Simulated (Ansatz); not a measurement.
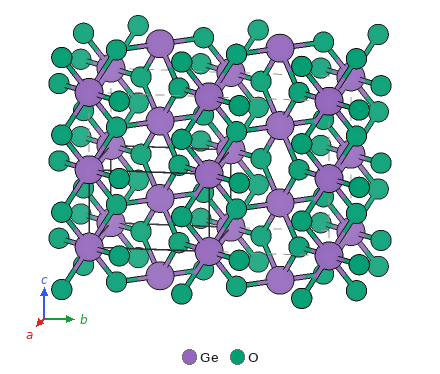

GeO2 (space group P4_2/mnm, No. 136). Coordinates: coordinates from a relaxation with Ansatz, DFT PBE, scalar-relativistic, plane waves, PAW.

Bonds are taken as Ge–O below 2.2 Å; no other contact counts. Simplification: prune 0- and 1-connected atoms, fold 2-connected ones into links.

> What kind of net remains, and which atoms are its nodes?

A binodal (3,6)-connected, three-periodic net: O is a 3-connected node; Ge is a 6-connected node, in the ratio 2:1.

> Does the net have a name?

It is the rtl net, known from rutile.

> Is the net interpenetrated?

It is a single net, without interpenetration.

> Give the first five terms of the coordination sequence (nodes one, two, three … edges away).

O: 3, 14, 19, 62, 51; Ge: 6, 10, 38, 34, 102.

> How many nodes does the smallest cycle have?

Four.

The simplified net, drawn on the atoms' positions. Nodes are coloured by element. Edges to nodes outside the piece are drawn as stubs.

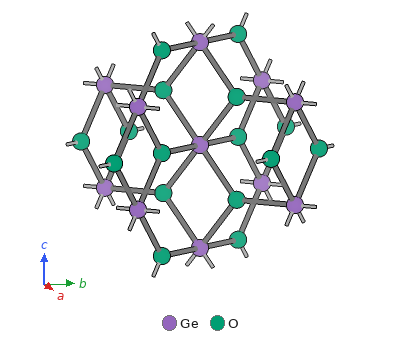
